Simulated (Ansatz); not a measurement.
Ga₁₅As₁₇: geometry relaxation (part 2 of 2)

Ga₁₅As₁₇ (defect cell, 32 atoms in the cell); DFT, LDA, plane waves, PAW, no spin polarisation (Ansatz 0.2.0); cutoff 420 eV, 1×1×1 k-mesh, Gaussian smearing of 0.02 eV. The structure derives from a Materials Project entry. It belongs to a series of runs on one base structure; here: As on a Ga site (a), charge +0, atoms relaxed at the host's cell. The settings are looser than a standard set-up, so the numbers are not reference values.

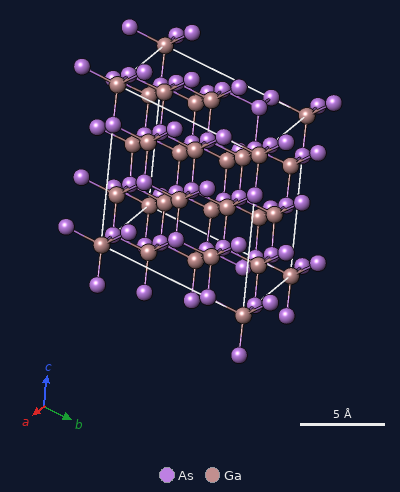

Fig. 1: The geometry at step 3 of the log (ball-and-stick view of the cell of the calculation, seen slightly off an axis; bonded neighbours outside the cell are drawn too).

### Output, continued
```
  k-point 0: bands = ["-27.9090", "-27.9082", "-27.9073", "-27.8989", "-27.8988", "-27.1148", "-27.1083", "-27.0944", "-27.0868", "-27.0846", ... 60 levels left out ..., "-26.7676", "-26.7670", "-26.7664", "-26.7661", "-26.7660", "-26.7656", "-26.7652", "-26.7651", "-26.7648", "-26.7646", "-26.7643", "-26.7641", "-26.7629", "-26.7626", "-26.7620", "-6.7128", "-6.7108", "-6.7101", "-6.7094", "-6.6944", "-6.6941", "-6.6772", "-6.6765", "-6.6751", "-6.6719", "-6.6704", "-6.6697", "-6.6675", "-6.6658",
      "-6.6639", "-6.6009", "-6.6008", "-6.6005", "-6.5917", "-6.5912", "-6.5901", "-6.5893", "-6.5880", "-6.5870", "-6.5857", "-6.5849", "-6.5847", "-6.5840", "-6.5833", "-6.5828", "-6.5788", "-6.5776", "-6.5756", "-6.5561", "-6.5554", "-6.5540", "-6.5507", "-6.5505", "-6.5503", "-6.5370", "-6.5364", "-6.5361", "-6.5355", "-6.5345", "-6.5335", "-6.5315", "-6.5309", "-6.5307", "-6.5300", "-6.5292", "-6.5291", "-6.5276", "-6.5261", "-6.5250",
      "-6.5246", "-6.5230", "-6.5206", "-6.5194", "-6.5149", "-6.5140", "-6.4536", "-6.4532", "-6.4527", "-6.4521", "-6.4513", "-6.4512", "-6.4437", "-6.4432", "-6.4430", "-6.3837", "-6.3830", "-6.3826", "-6.3801", "-6.3796", "-6.3794", "-4.9660", "-3.9344", "-3.0795", "-3.0759", "-3.0733", "-2.8773", "-2.8770", "-2.8756", "-2.8709", "-2.8671", "-2.8641", "-2.8214", "-2.8168", "-1.9955", "-1.9939", "-1.9919", "-0.7641", "1.3157", "1.3167",
      "1.8123", "2.4660", "2.4770", "2.4875", "2.5559", "2.5577", "2.5591", "2.5597", "2.5624", "2.5688", "2.6330", "2.6347", "4.3004", "4.3041", "4.3048", "4.7098", "4.8044", "4.8051", "4.8334", "4.8347", "4.8365", "4.8664", "4.8684", "4.8692", "5.4472", "5.4481", "5.4494", "5.5791", "5.5792", "5.5799", "6.7684", "6.7700", "6.7717", "7.0309", "7.0319", "7.0331", "7.1055", "7.1075", "7.1229", "7.1607",
      "7.1618", "7.1632", "8.2712", "8.3293", "8.3301", "8.3311", "9.1989", "9.4243", "9.4330", "9.4464", "9.9181", "9.9195", "10.3801", "10.5364", "10.5385", "10.5417", "10.9693", "10.9726", "10.9741", "11.0332", "11.0359", "11.0371", "11.0474", "11.0512", "11.7595", "11.7623", "11.7655", "12.9839", "12.9925", "12.9956", "13.4309", "13.8870", "13.8881", "13.9055", "13.9070", "13.9093", "13.9452", "13.9470", "13.9761", "13.9879",
      "13.9953", "14.0005", "14.0025", "14.0044", "14.0191", "14.0198", "14.0252", "14.0487", "14.0495", "14.0531", "14.0602"]
--- Relaxed structure (4 steps of the walk, 4 accepted, 0 SCFs on fresh bases) ---
  F+E_penalty+E_count = -136761.15664360 eV   max|allowed force component| = 2.229e-2 eV/Å
  atoms:
    - { symbol: As, position: [0.24875745075645184, 0.7514774240928741, 0.0016991667575695923] }
    - { symbol: Ga, position: [-0.000893678173208734, 0.7497916471176103, 0.2529201004939141] }
    - { symbol: Ga, position: [0.7495041960141321, 0.751096745500243, 0.5010370576453739] }
    - { symbol: Ga, position: [0.5033627722409847, 0.5008266971699151, -0.0004430492010675791] }
    - { symbol: Ga, position: [0.5025371499390009, 0.7498257041126188, 0.7501780855495135] }
    - { symbol: Ga, position: [0.2497293259398087, 0.5000064396519004, 0.2527405241496966] }
    - { symbol: Ga, position: [-0.0029273185545578935, 0.49733838582451206, 0.49710290729591927] }
    - { symbol: Ga, position: [0.7493658953624049, 0.2508290291796692, 0.0007186929474531922] }
    - { symbol: Ga, position: [0.7453314411642825, 0.49529282626230553, 0.7448291084010137] }
    - { symbol: Ga, position: [0.5000259123041616, 0.2541246793163938, 0.2496545795264549] }
    - { symbol: Ga, position: [0.248979272719051, 0.24989022636210417, 0.4996930300810233] }
    - { symbol: Ga, position: [-0.00031208795885702845, 0.004535645354006423, -0.0005548075161653666] }
    - { symbol: Ga, position: [-0.003151252343789851, 0.2478865599833558, 0.7464036380892392] }
    - { symbol: Ga, position: [0.753252419114623, -0.0004782122155616575, 0.24908768417922367] }
    - { symbol: Ga, position: [0.5002009070125784, 0.0004944434486181049, 0.5036477639588364] }
    - { symbol: Ga, position: [0.2496562703082784, 0.003070975307558149, 0.7491404026119144] }
    - { symbol: As, position: [0.5105466889718223, 0.010794404129282953, 0.2601464801565787] }
    - { symbol: As, position: [0.24953197293701745, 0.9994024220623008, 0.49953853900320583] }
    - { symbol: As, position: [1.0008562363821585, 1.0022199526484974, 0.7501698695272693] }
    - { symbol: As, position: [0.7501277442298752, 0.7499121864220559, 0.2502035120492715] }
    - { symbol: As, position: [0.7498518269446459, 1.0000128865846114, 0.9991851026181129] }
    - { symbol: As, position: [0.4983458753490235, 0.7499597893372986, 0.5005392081989183] }
    - { symbol: As, position: [0.24983669990158147, 0.75029143033079, 0.7423312921574945] }
    - { symbol: As, position: [0.0006104608870115269, 0.5008514947076179, 0.25118043035698534] }
    - { symbol: As, position: [0.9872766015379882, 0.749769911964216, 0.9988459097380895] }
    - { symbol: As, position: [0.749684356217331, 0.4998799725515348, 0.49895980745305984] }
    - { symbol: As, position: [0.5001874071603054, 0.49990330110179837, 0.7493149459666122] }
    - { symbol: As, position: [0.24996673395943292, 0.25089155405888003, 0.2497370492164408] }
    - { symbol: As, position: [0.250203124765499, 0.49186784557375823, -0.000232784570926986] }
    - { symbol: As, position: [0.9983576832313268, 0.24947996609637435, 0.4986580125573719] }
    - { symbol: As, position: [0.7495473987580048, 0.24943340832278932, 0.7497088433133288] }
    - { symbol: As, position: [0.49847613382163297, 0.2508094955400719, -0.0008720871117238876] }
```

### Trajectory as extended XYZ (Å, eV, eV/Å), 4 frames, from step=1 to step=4
```
32
Lattice="-5.6034 5.6034 -5.6034 5.6034 -5.6034 -5.6034 -5.6034 -5.6034 5.6034" Properties=species:S:1:pos:R:3:forces:R:3 step=1 energy=-136760.81622
As    2.8674   -2.8746   -5.5228   -0.4057  -0.1269  -0.8023
Ga    2.8017   -5.6034   -2.8017    0.1996   0.0334  -0.0095
Ga   -2.8017   -2.8017   -5.6034   -0.0243   0.0035   0.0127
Ga    0.0000    0.0000   -5.6034   -0.1617   0.2080  -0.2613
Ga   -2.8017   -5.6034   -2.8017   -0.0189  -0.0458   0.0549
Ga    0.0000   -2.8017   -2.8017    0.0076  -0.0822  -0.0521
Ga    0.0000   -5.6034    0.0000    0.1019   0.0601   0.1614
Ga   -2.8017    2.8017   -5.6034   -0.0089   0.0048   0.0193
Ga   -5.6034   -2.8017   -2.8017    0.5811   0.4606   0.4961
Ga   -2.8017    0.0000   -2.8017   -0.1160   0.0724  -0.0852
Ga   -2.8017   -2.8017    0.0000   -0.0093  -0.1254   0.0128
Ga    0.0000    0.0000    0.0000    0.6248  -0.5257  -0.5291
Ga   -2.8017   -5.6034    2.8017   -0.0312   0.0363  -0.0369
Ga   -5.6034    2.8017   -2.8017   -0.7254   0.7815  -0.7553
Ga   -5.6034    0.0000    0.0000   -0.0674   0.0534  -0.0346
Ga   -5.6034   -2.8017    2.8017    0.1770  -0.3230  -0.1635
As   -4.3046    1.4460   -1.4929    0.9326  -1.0817   0.8573
As    1.4008   -7.0042   -4.2025   -0.0447   0.1893  -0.0497
As   -4.2025   -4.2025   -7.0042   -0.0223  -0.1017  -0.2001
As   -1.4008   -1.4008   -7.0042   -0.0283   0.0544  -0.0547
As   -4.2025   -7.0042   -4.2025   -0.0939   0.0337  -0.0326
As   -1.4008   -4.2025   -4.2025    0.0956  -0.1140   0.1534
As   -1.3725   -7.0451   -1.3863   -0.1060   0.5464  -0.1865
As    1.4008   -4.2025   -1.4008   -0.1041   0.0386  -0.1271
As   -6.8319   -4.2384   -4.1742   -0.8697  -0.5022   0.7109
As   -4.2025   -1.4008   -4.2025    0.0061   0.0959   0.0720
As   -4.2025   -4.2025   -1.4008   -0.0836   0.0538  -0.0215
As   -1.4008   -1.4008   -1.4008    0.0233   0.1428   0.0091
As    1.4012   -1.4081   -4.2510   -0.1566   0.2842   0.8125
As   -7.0042    1.4008   -4.2025    0.1105   0.0290   0.0275
As   -7.0042   -1.4008   -1.4008    0.0099  -0.0590  -0.0521
As   -1.4008    1.4008   -4.2025    0.2082  -0.0947   0.0539
32
Lattice="-5.6034 5.6034 -5.6034 5.6034 -5.6034 -5.6034 -5.6034 -5.6034 5.6034" Properties=species:S:1:pos:R:3:forces:R:3 step=2 energy=-136761.12745
As    2.8124   -2.8398   -5.6020   -0.0038  -0.0508   0.0086
Ga    2.7914   -5.6204   -2.7728    0.0197   0.0343  -0.0532
Ga   -2.8027   -2.8215   -5.5986    0.0136  -0.0293   0.0034
Ga    0.0018    0.0025   -5.6300   -0.0233  -0.0165  -0.0257
Ga   -2.8423   -5.5952   -2.8070    0.0530  -0.0399   0.0213
Ga   -0.0240   -2.8078   -2.7893   -0.0176   0.0522   0.0204
Ga    0.0234   -5.5873    0.0161    0.0183   0.0176  -0.0189
Ga   -2.7982    2.7842   -5.5952    0.0071  -0.0282  -0.0031
Ga   -5.5782   -2.7866   -2.7899    0.1110   0.1525   0.0956
Ga   -2.7749   -0.0083   -2.8333    0.0260  -0.0102   0.0173
Ga   -2.7947   -2.8003    0.0084    0.0134   0.0602   0.0101
Ga    0.0246   -0.0015   -0.0120    0.1295  -0.1269  -0.1602
Ga   -2.7681   -5.5859    2.8048    0.0378  -0.0420  -0.0248
Ga   -5.5982    2.8055   -2.8003   -0.2345   0.2515  -0.2084
Ga   -5.6389   -0.0178    0.0082   -0.0334  -0.0355  -0.0183
Ga   -5.5826   -2.8064    2.7851    0.0747   0.0208  -0.0630
As   -4.2705    1.3451   -1.4711    0.1800  -0.1879   0.1477
As    1.4005   -6.9832   -4.2118   -0.0246  -0.0555   0.1183
As   -4.1919   -4.2113   -7.0312   -0.0363   0.0059   0.0628
As   -1.4056   -1.4143   -7.0005    0.0657   0.0440  -0.0059
As   -4.2108   -7.0129   -4.2138    0.0429   0.0685   0.1010
As   -1.4084   -4.2214   -4.1785    0.0054   0.0107  -0.0361
As   -1.3616   -6.9729   -1.4303   -0.0180   0.1121  -0.0884
As    1.3905   -4.1925   -1.4091    0.0062  -0.1320   0.0390
As   -6.9098   -4.2588   -4.1393   -0.2373  -0.0696   0.0792
As   -4.1877   -1.3975   -4.2031   -0.0545   0.0191  -0.0065
As   -4.2044   -4.1837   -1.3935    0.0041  -0.1055  -0.0713
As   -1.4000   -1.3836   -1.3930    0.0342  -0.0415  -0.0961
As    1.3791   -1.3701   -4.1722   -0.0885   0.0670   0.0501
As   -6.9797    1.4154   -4.2015   -0.0184  -0.0911   0.0609
As   -7.0113   -1.4215   -1.4034    0.0449   0.1501  -0.0004
As   -1.3620    1.3909   -4.2113   -0.0971  -0.0039   0.0448
32
Lattice="-5.6034 5.6034 -5.6034 5.6034 -5.6034 -5.6034 -5.6034 -5.6034 5.6034" Properties=species:S:1:pos:R:3:forces:R:3 step=3 energy=-136761.15664
As    2.8074   -2.8265   -5.5952   -0.0027   0.0067  -0.0109
Ga    2.7892   -5.6236   -2.7792    0.0037   0.0064  -0.0068
Ga   -2.7986   -2.8164   -5.6009    0.0051   0.0058  -0.0006
Ga   -0.0117    0.0167   -5.6293    0.0022   0.0040   0.0067
Ga   -2.8179   -5.5892   -2.8139    0.0024   0.0064  -0.0054
Ga   -0.0138   -2.8186   -2.7849    0.0081   0.0016  -0.0044
Ga    0.0177   -5.5886    0.0151    0.0033   0.0001  -0.0021
Ga   -2.7975    2.7895   -5.6004   -0.0030   0.0064  -0.0058
Ga   -5.5746   -2.7725   -2.7781   -0.0087  -0.0170  -0.0103
Ga   -2.7768   -0.0210   -2.8269   -0.0049   0.0083   0.0075
Ga   -2.7949   -2.8051    0.0046   -0.0066   0.0123  -0.0076
Ga    0.0303   -0.0241   -0.0268   -0.0141   0.0139   0.0188
Ga   -2.7757   -5.5890    2.8110   -0.0078   0.0021   0.0076
Ga   -5.6192    2.8277   -2.8223    0.0076  -0.0057   0.0058
Ga   -5.6222   -0.0221    0.0165    0.0135   0.0168  -0.0031
Ga   -5.5794   -2.8160    2.7816   -0.0052   0.0027   0.0061
As   -4.2580    1.3426   -1.4636    0.0076  -0.0065   0.0124
As    1.4027   -7.0009   -4.1992   -0.0092  -0.0088   0.0008
As   -4.1958   -4.2111   -7.0205    0.0039  -0.0065   0.0080
As   -1.4032   -1.4008   -7.0033    0.0056  -0.0090  -0.0074
As   -4.1971   -7.0006   -4.2063   -0.0223  -0.0001  -0.0038
As   -1.3948   -4.2146   -4.1900   -0.0129  -0.0069  -0.0055
As   -1.3553   -6.9638   -1.4445    0.0154  -0.0006  -0.0075
As    1.3956   -4.2105   -1.4024    0.0014   0.0000   0.0041
As   -6.9278   -4.2661   -4.1364   -0.0076  -0.0020  -0.0214
As   -4.1956   -1.3961   -4.2059    0.0060  -0.0017   0.0171
As   -4.2003   -4.1971   -1.4052   -0.0163  -0.0069  -0.0093
As   -1.3942   -1.4046   -1.4071    0.0008   0.0110   0.0058
As    1.3554   -1.3528   -4.1594    0.0046  -0.0064   0.0101
As   -6.9904    1.4021   -4.1979    0.0170  -0.0031   0.0165
As   -7.0032   -1.3986   -1.3968    0.0101  -0.0092  -0.0105
As   -1.3829    1.3927   -4.2034    0.0028  -0.0139  -0.0047
32
Lattice="-5.6034 5.6034 -5.6034 5.6034 -5.6034 -5.6034 -5.6034 -5.6034 5.6034" Properties=species:S:1:pos:R:3:forces:R:3 step=4 energy=-136761.15664
As    2.8074   -2.8265   -5.5952   -0.0027   0.0066  -0.0109
Ga    2.7892   -5.6236   -2.7792    0.0037   0.0064  -0.0069
Ga   -2.7986   -2.8164   -5.6009    0.0051   0.0058  -0.0006
Ga   -0.0117    0.0167   -5.6293    0.0022   0.0040   0.0067
Ga   -2.8179   -5.5892   -2.8139    0.0025   0.0064  -0.0054
Ga   -0.0138   -2.8186   -2.7849    0.0081   0.0016  -0.0044
Ga    0.0177   -5.5886    0.0151    0.0032   0.0001  -0.0021
Ga   -2.7975    2.7895   -5.6004   -0.0030   0.0065  -0.0058
Ga   -5.5746   -2.7725   -2.7781   -0.0087  -0.0169  -0.0103
Ga   -2.7768   -0.0210   -2.8269   -0.0049   0.0083   0.0076
Ga   -2.7949   -2.8051    0.0046   -0.0066   0.0123  -0.0076
Ga    0.0303   -0.0241   -0.0268   -0.0140   0.0138   0.0187
Ga   -2.7757   -5.5890    2.8110   -0.0079   0.0021   0.0076
Ga   -5.6192    2.8277   -2.8223    0.0075  -0.0055   0.0057
Ga   -5.6222   -0.0221    0.0165    0.0136   0.0168  -0.0030
Ga   -5.5794   -2.8160    2.7816   -0.0052   0.0027   0.0061
As   -4.2580    1.3426   -1.4636    0.0077  -0.0065   0.0125
As    1.4027   -7.0009   -4.1992   -0.0092  -0.0088   0.0009
As   -4.1958   -4.2111   -7.0205    0.0040  -0.0066   0.0080
As   -1.4032   -1.4008   -7.0033    0.0056  -0.0090  -0.0074
As   -4.1971   -7.0006   -4.2063   -0.0223  -0.0001  -0.0038
As   -1.3948   -4.2146   -4.1900   -0.0129  -0.0069  -0.0055
As   -1.3553   -6.9638   -1.4445    0.0154  -0.0007  -0.0075
As    1.3956   -4.2105   -1.4024    0.0014  -0.0001   0.0041
As   -6.9278   -4.2661   -4.1364   -0.0076  -0.0020  -0.0214
As   -4.1956   -1.3961   -4.2059    0.0060  -0.0017   0.0171
As   -4.2003   -4.1971   -1.4052   -0.0163  -0.0069  -0.0092
As   -1.3942   -1.4046   -1.4071    0.0009   0.0110   0.0058
As    1.3554   -1.3528   -4.1594    0.0046  -0.0065   0.0101
As   -6.9904    1.4021   -4.1979    0.0170  -0.0031   0.0165
As   -7.0032   -1.3986   -1.3968    0.0101  -0.0092  -0.0105
As   -1.3829    1.3927   -4.2034    0.0028  -0.0139  -0.0047
```

### Results in brief

| quantity | value |
| --- | --- |
| outcome | converged |
| electrons treated | 450 |
| free energy | −136761.1566 eV |
| Fermi energy | 8.765 eV |
| gap on the k-point mesh | 0.87 eV |
| final volume | 703.74 Å³ |
| largest force (length of the vector) at the end | 0.027 eV/Å |
| wall time | 22 s (CPU time 70 s) |
| peak memory | 0.91 GiB |

Settings chosen away from the usual ones: As on a Ga site (a), charge +0, atoms relaxed at the host's cell. These settings are looser than, or depart from, a standard set-up, so the numbers are not reference values for this system. The k-point mesh is coarse (a preliminary or cheap run), so energies and forces are approximate.
